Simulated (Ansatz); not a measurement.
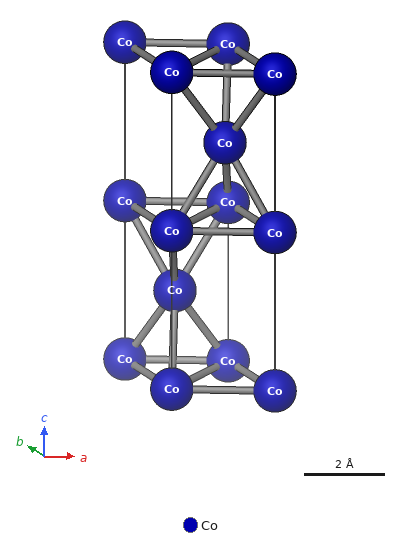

The input geometry (ball-and-stick view of the cell of the calculation, seen at an oblique angle).

# Single-point calculation, with input and output: Co (charge +0.5)

Co (P6₃/mmc, 4 atoms in the cell, total charge +0.5), computed with DFT, PBEsol, plane waves, PAW, spin-polarised (Ansatz 0.2.0).

The structure derives from a Materials Project entry. Some settings of this run were made unusual or wrong on purpose.

### The program's output
```
Engine: ansatz 0.2.0, aarch64-unknown-linux-gnu
Pseudopotentials: kind: paw
Pseudopotential: Co, paw, valence charge 17, recommended cutoff 420 eV (normal), Co.paw.azcp
Functional definition: PBEsol
  exchange = pbesol_x
  correlation = pbesol_c
Crystal: 4 atoms, lattice volume = 49.523 Å³
Basis set: ecut = 420 eV, 1007 PW (Γ), exchange–correlation on 36×36×120 points (8 copies of the dense FFT grid, shifted against one another)
Bands: 45, of which v1, the nominal top of the filled ones, is band 34 counted from 1 (33 counted from 0)
Symmetry: 24 space group operations
Space group: P63/mmc (ITA 194), of the structure as read, at distance tolerance 3.7e-5 Å
Magnetic group: BNS 194.263 (UNI 1493), of the structure as read, at distance tolerance 3.7e-5 Å
k-points: 305 of 4608
Non-local potential: Co, projectors of the file, l = 0: 3, l = 1: 2, l = 2: 3, l = 3: 1
PAW form: soft (Blöchl's): semilocal exchange-correlation on the pseudo side does not see the compensation charge
PAW frozen core: Co, regenerated for the run's functional, and the local potential with it (the file was generated under x = pbe(κ = 0.804, μ = 0.2195149727645171), c = pbe(β = 0.06672455060314922))
PAW one-centre angular grid: Co, 590 points (default); XC on 64 Gauss nodes
Initial density: superposition of atomic densities (chi_scale 0.1, normalization cell)
Starting moments: Σ|m| = 7.32 μB on 4 of 4 sites
Initial wavefunctions: pseudopotential atomic-orbital guess
Functional: x = pbesol(κ = 0.804, μ = 0.12345679012345678), c = pbesol(β = 0.046)
iter 1 solved again at ethr=4.99e-5 eV; its pass at ethr=3.10e-3 eV (dr2=3.37e-2 eV) is discarded
SCF iter   1: F=—  HF=-20376.773069 eV  |F-HF|=—  |Δ(HF+E_count)|=         —  Δρ=6.02e-2 (↑6.02e-2 ↓5.81e-2)  dr2=3.35e-2  dr2_m=1.57e0  M=7.736 μB ∫|m|=8.046 μB  β_m=0.30  ethr=4.99e-5  ⟨swp⟩=1.9  Hψ=121678  notcnv=0
Mixer restart at iter 1: flushing history
preconditioner: auto → Kerker (q_TF=auto, 2.873 Å⁻¹)  [metal: Δε(μ)=0.001 eV  Ē_g=7.557 eV  σ=0.100 eV  W_gap=0.01  n_scr=12 (ndim 8)  ℏωp=31.4 eV  f_vac=0.000  D(μ)=4.80/eV (n_scr^D=64)]
spin=Collinear: Kerker preconditioning applied to the charge; magnetization (m = ρ↑ − ρ↓) channel mixes plain (no charge-response kernel on spin).
SCF iter   2: F=—  HF=-20377.545226 eV  |F-HF|=—  |Δ(HF+E_count)|=   7.72e-1  Δρ=4.57e-2 (↑4.57e-2 ↓3.82e-2)  dr2=3.67e-2  dr2_m=7.85e-1  M=7.662 μB ∫|m|=8.048 μB  β_m=0.65  ethr=4.97e-5  ⟨swp⟩=1.6  Hψ=41233  notcnv=0
SCF iter   3: F=—  HF=-20378.985317 eV  |F-HF|=—  |Δ(HF+E_count)|=    1.44e0  Δρ=7.48e-3 (↑7.48e-3 ↓4.49e-3)  dr2=1.19e-2  dr2_m=7.47e-3  M=7.334 μB ∫|m|=7.978 μB  β_m=0.61  ethr=4.97e-5  ⟨swp⟩=2.6  Hψ=60580  notcnv=0  defer=702
SCF iter   4: F=—  HF=-20378.974479 eV  |F-HF|=—  |Δ(HF+E_count)|=   1.08e-2  Δρ=4.89e-3 (↑3.74e-3 ↓4.89e-3)  dr2=2.74e-2  dr2_m=1.25e-3  M=7.311 μB ∫|m|=7.969 μB  β_m=0.72  ethr=1.77e-5  ⟨swp⟩=2.0  Hψ=56475  notcnv=0  defer=1769
SCF iter   5: F=—  HF=-20378.991676 eV  |F-HF|=—  |Δ(HF+E_count)|=   1.72e-2  Δρ=1.19e-3 (↑1.19e-3 ↓1.09e-3)  dr2=1.26e-3  dr2_m=2.40e-4  M=7.267 μB ∫|m|=7.955 μB  β_m=0.86  ethr=1.77e-5  ⟨swp⟩=2.0  Hψ=39932  notcnv=0  defer=1293
SCF iter   6: F=—  HF=-20378.993288 eV  |F-HF|=—  |Δ(HF+E_count)|=   1.61e-3  Δρ=1.17e-3 (↑6.17e-4 ↓1.17e-3)  dr2=7.22e-4  dr2_m=4.30e-5  M=7.254 μB ∫|m|=7.955 μB  β_m=0.88  ethr=1.87e-6  ⟨swp⟩=2.0  Hψ=44794  notcnv=0  defer=1272
SCF iter   7: F=—  HF=-20378.993230 eV  |F-HF|=—  |Δ(HF+E_count)|=   5.82e-5  Δρ=7.43e-4 (↑4.98e-4 ↓7.43e-4)  dr2=4.01e-4  dr2_m=9.05e-6  M=7.253 μB ∫|m|=7.956 μB  β_m=0.79  ethr=1.07e-6  ⟨swp⟩=2.0  Hψ=37496  notcnv=0  defer=1238
SCF iter   8: F=—  HF=-20378.993140 eV  |F-HF|=—  |Δ(HF+E_count)|=   8.98e-5  Δρ=6.56e-5 (↑4.30e-5 ↓6.56e-5)  dr2=4.22e-6  dr2_m=5.34e-7  M=7.254 μB ∫|m|=7.957 μB  β_m=0.89  ethr=5.95e-7  ⟨swp⟩=2.0  Hψ=36905  notcnv=0  defer=1323
SCF iter   9: F=—  HF=-20378.993141 eV  |F-HF|=—  |Δ(HF+E_count)|=   7.19e-7  Δρ=3.09e-5 (↑1.57e-5 ↓3.09e-5)  dr2=3.98e-7  dr2_m=1.47e-7  M=7.253 μB ∫|m|=7.957 μB  β_m=0.95  ethr=6.25e-9  ⟨swp⟩=2.2  Hψ=39065  notcnv=0  defer=1321
SCF iter  10: F=—  HF=-20378.993141 eV  |F-HF|=—  |Δ(HF+E_count)|=   1.47e-7  Δρ=4.08e-5 (↑1.39e-5 ↓4.08e-5)  dr2=1.15e-6  dr2_m=9.20e-8  M=7.253 μB ∫|m|=7.957 μB  β_m=0.95  ethr=5.90e-10  ⟨swp⟩=2.2  Hψ=39553  notcnv=0  defer=1323
SCF iter  11: F=—  HF=-20378.993141 eV  |F-HF|=—  |Δ(HF+E_count)|=   4.79e-8  Δρ=6.21e-6 (↑6.21e-6 ↓4.64e-6)  dr2=6.02e-9  dr2_m=1.12e-8  M=7.253 μB ∫|m|=7.957 μB  β_m=0.91  ethr=5.90e-10  ⟨swp⟩=2.0  Hψ=36821  notcnv=0  defer=1323
SCF iter  12: F=-20378.993141 eV  HF=-20378.993141 eV  |F-HF|=3.82e-8  |Δ(HF+E_count)|=   6.19e-9  Δρ=9.03e-6 (↑1.65e-6 ↓9.03e-6)  dr2=4.69e-8  dr2_m=6.99e-9  M=7.253 μB ∫|m|=7.957 μB  ethr=8.92e-12  ⟨swp⟩=5.7  Hψ=104589  notcnv=0
SCF 1 converged in 12 iterations: F = -20378.993141 eV  dr2 = 4.69e-8
  greatest PAW one-centre occupation: 1.001 electrons in one spin orbital (limit 2), on the Co atom at site 2 (counted from 0), in its partial waves of l = 1
```

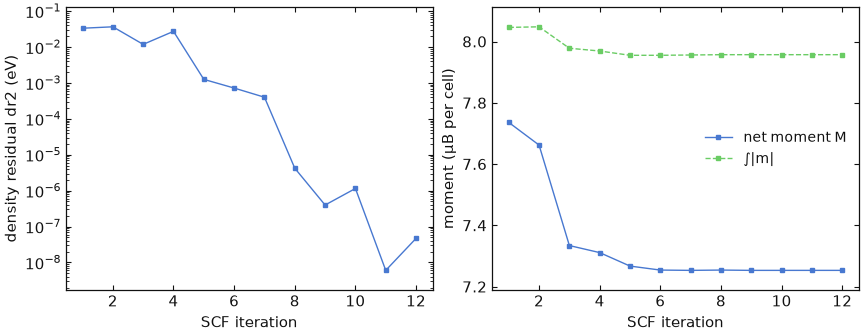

Convergence of the self-consistent field: density residual dr2 and magnetic moment against the SCF iteration. The residual falls unevenly and jumps up by a factor of two or more 3 times on the way down. The net moment goes from 7.7 to 7.3 μB per cell.

```
SCF converged after 12 iterations
Magnetization: 7.2527 μB (37.3764 up, 30.1236 down)
Absolute magnetization: 7.9579 μB (∫|ρ↑−ρ↓|, with the PAW one-centre terms)
Spin contamination: 0.1461 ħ² per cell (⟨S²⟩ above its minimum at these occupations)
Per-site moments (μB) at R_I (Å): [(1.8878905409897624, 1.0687406088837472), (1.8981046374846922, 1.0687406088837472), (1.8878905409897613, 1.0687406088837472), (1.898104637484692, 1.0687406088837474)]
Free energy (F): -20378.993141 eV
Harris-Foulkes:  -20378.993141 eV  (|F-HF|=3.82e-8)
Internal energy: -20378.971424 eV  (E = F + TS)
E sigma→0 (E₀):  -20378.982282 eV
Entropy (-TS):   -0.021717 eV (-5.429 meV/atom)
Fermi energy:    15.656318 eV
--- Per-component energies (eV) ---
  E_band       = -1175.039169
  E_kinetic    = 1788.486094
  E_local      = -12057.262197  (includes V_loc(G=0)·N_el)
  E_nonlocal   = 1814.603299
  E_hartree    = 5006.166552
  E_xc         = -619.416412
  E_vxc        = -802.638614  (∫ρ·V_xc dr)
  E_paw        = -5921.248306  (= ΣΔE_a)
  E_vpaw       = -1930.568125  (= ΣTr[D̂ρ^β])
  E_aug_tail   = 0.000242  (compensation charges beyond the density's cutoff)
  E_ewald      = -10391.054373
  E_core_change = 0.753677  (= ΣΔE_core)
  E_smearing   = -0.021717  (= −TS)
  E_closure    = -0.000000  (closes the sum)
  E_deformation_potential = 12.479361  (in the stress; not in F)
  Σ components = -20378.993141   (vs F -20378.993141, Δ=0.00e0)
--- Forces (eV/Å), atoms counted from 1 ---
  atom   1  Co    -0.00000000    -0.00000000     0.00000000
  atom   2  Co    -0.00000000    -0.00000000     0.00000000
  atom   3  Co     0.00000000    -0.00000000     0.00000000
  atom   4  Co     0.00000000     0.00000000    -0.00000000
  max |Σ_I F_I| component: 4.63e-18 eV/Å
--- Stress (GPa, compression-positive) ---
      -19.662444       0.000000       0.000000
        0.000000     -19.662444       0.000000
        0.000000       0.000000     -18.772168
  P = ⅓ Tr σ = -19.3657 GPa (-193.657 kbar)
--- Band table (eV; the first three rows and the last of 610) ---
  k-point 0 ↑: bands = ["-80.2209", "-80.2119", "-80.1944", "-80.1854", "-43.6842", "-43.6111", "-43.5475", "-43.5031", "-43.5031", "-43.4915", "-43.4915", "-43.4839", "-43.4839", "-43.4734", "-43.4723", "-43.4723", "7.5393", "9.5720", "9.5992", "11.0682", "12.9040", "12.9296", "13.0344", "13.0344", "13.0640", "13.0640", "13.1429", "13.2880", "13.2880", "13.3362", "13.3362", "13.7729", "13.7729", "14.0595", "14.0595", "14.3123", "14.3123", "14.6444", "14.6444", "15.6907", "20.8676", "29.1324", "29.1372", "36.3509", "36.9608"]
  k-point 1 ↑: bands = ["-80.2206", "-80.2124", "-80.1939", "-80.1857", "-43.6823", "-43.6166", "-43.5419", "-43.5028", "-43.5028", "-43.4925", "-43.4925", "-43.4829", "-43.4829", "-43.4752", "-43.4726", "-43.4726", "7.5750", "9.1610", "10.0051", "11.0606", "12.9024", "12.9975", "13.0403", "13.0403", "13.0703", "13.0703", "13.1345", "13.2768", "13.2768", "13.3251", "13.3251", "13.7869", "13.7869", "14.0475", "14.0475", "14.3306", "14.3306", "14.6344", "14.6344", "15.5097", "21.1211", "27.7232", "30.5856", "36.3720", "36.9200"]
  k-point 2 ↑: bands = ["-80.2199", "-80.2137", "-80.1926", "-80.1864", "-43.6770", "-43.6291", "-43.5293", "-43.5020", "-43.5020", "-43.4946", "-43.4946", "-43.4808", "-43.4808", "-43.4807", "-43.4734", "-43.4734", "7.6815", "8.7607", "10.3796", "11.0339", "12.9291", "13.0569", "13.0569", "13.0871", "13.0871", "13.1100", "13.1787", "13.2496", "13.2496", "13.2956", "13.2956", "13.8235", "13.8235", "14.0166", "14.0166", "14.3773", "14.3773", "14.6053", "14.6053", "15.0580", "21.7939", "26.3613", "32.0641", "36.4333", "36.7972"]
  k-point 304 ↓: bands = ["-77.9028", "-77.9028", "-77.8994", "-77.8994", "-41.4127", "-41.4127", "-41.3921", "-41.3921", "-41.3744", "-41.3744", "-41.3605", "-41.3605", "-41.3058", "-41.3058", "-41.2895", "-41.2895", "13.4354", "13.4354", "13.4784", "13.4784", "13.5127", "13.5127", "13.6208", "13.6208", "14.4169", "14.4169", "14.5088", "14.5088", "15.6266", "15.6266", "16.0601", "16.0601", "16.6015", "16.6015", "16.6909", "16.6909", "20.7928", "20.7928", "21.1574", "21.1574", "21.6892", "21.6892", "24.4158", "24.4158", "25.7949"]
```

This output came from the following input.

### Input
```yaml
crystal:
  lattice:
    - [2.6025237331, 0.0, 0.0]
    - [-1.3012618666, 2.2538516668, 0.0]
    - [0.0, 0.0, 8.4427313303]
  atoms:
    - { symbol: Co, position: [0.0, 0.0, 0.0], spin: 1.83 }
    - { symbol: Co, position: [0.3333333333, 0.6666666667, 0.25], spin: 1.83 }
    - { symbol: Co, position: [0.0, 0.0, 0.5], spin: 1.83 }
    - { symbol: Co, position: [0.6666666667, 0.3333333333, 0.75], spin: 1.83 }
basis:
  ecutwfc: 420
kpoints:
  mp_grid: { grid: [24, 24, 8] }
hamiltonian:
  xc: pbesol
scf:
  occupations: { method: gaussian, width: 0.1 }
  max_iter: 75
output:
  forces: true
  eigenvalues: true
  stress: true
magnetization:
  spin_polarized: true
total_charge: 0.5
```

Run as:
```bash
ansatz run input.yaml --threads 1 --pin off --max-ram 2560MiB --backend cpu --events-out ev --progress --plain --runs-dir out
```

### Outcome

| quantity | value |
| --- | --- |
| outcome | converged |
| space group (tolerance 0.01 Å) | P6₃/mmc (194) |
| electrons treated | 67.500 |
| free energy | −20378.9931 eV |
| Fermi energy | 15.656 eV |
| gap on the k-point mesh | none (metallic) |
| net moment of the cell | 7.25 μB |
| integrated absolute moment | 7.96 μB |
| pressure | −19.37 GPa |
| largest force (length of the vector) | under 0.001 eV/Å |
| hardware | 1 thread of Arm Neoverse V1, 24 GiB of memory available, shared host |
| wall time | 1.8 min |
| peak memory | 1.1 GiB |

### What went wrong

A setting was made wrong on purpose: a charge that the system can't hold (`total_charge`). The cell cannot bind or give up so many electrons; the background charge dominates. The program still converged, but the numbers can't be taken as results for the intended system.
